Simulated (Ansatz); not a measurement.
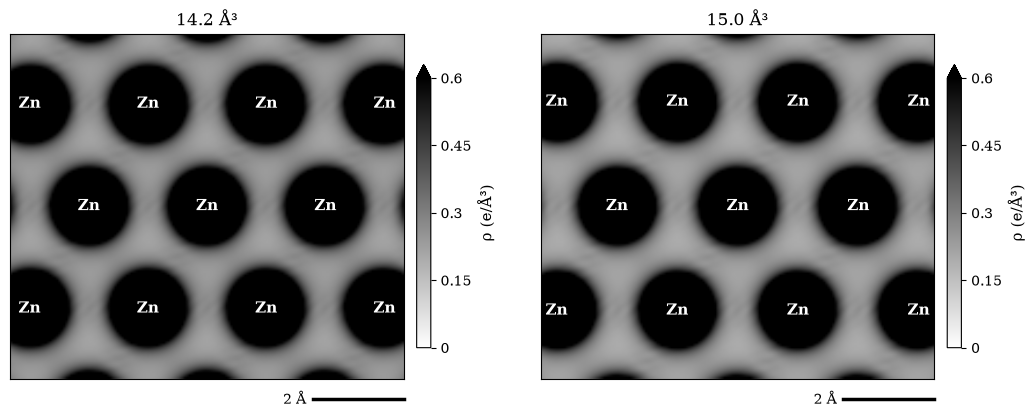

Zn. The valence electron density of cells scaled evenly to different volumes (given per atom above each panel), on the (001) plane of each (indices in the axes of the cell below), at one length scale and on one colour scale.

A structure from a database of computed crystals, not necessarily the ambient phase.

Theory: Ansatz, Kohn-Sham DFT of a periodic cell, PBEsol, Ansatz PAW.

The largest cell:

```cif
data_structure
_symmetry_space_group_name_H-M 'P 1'
_symmetry_Int_Tables_number 1
_cell_length_a 2.6530
_cell_length_b 2.6530
_cell_length_c 7.5702
_cell_angle_alpha 100.633
_cell_angle_beta 100.633
_cell_angle_gamma 59.961
_cell_volume 45.07
loop_
_atom_site_label
_atom_site_type_symbol
_atom_site_fract_x
_atom_site_fract_y
_atom_site_fract_z
_atom_site_occupancy
Zn1 Zn 0.77802 0.77802 0.33450 1
Zn2 Zn 0.22198 0.22198 0.66550 1
Zn3 Zn 0.00000 0.00000 0.00000 1
```

| volume (Å³/atom) | Zn–Zn contact in the plane (Å) | ρ at its midpoint (e/Å³) | pressure (GPa) | 
| --- | --- | --- | --- |
| 14.16 | 2.599 | 0.271 | 0.5 | 
| 14.44 | 2.617 | ? | ? | 
| 15.02 | 2.651 | 0.250 | −4.2 | 

> Estimate the missing row, and compare with the calculation.

Over the known rows ln ρ falls by 1.55 per Å of Zn–Zn distance (the line through the two), which gives 0.264 e/Å³ at 2.617 Å; the calculation gives 0.264 e/Å³. For the pressure, a straight line in volume between the neighbouring rows gives −1.0 GPa; the calculation gives −1.3.
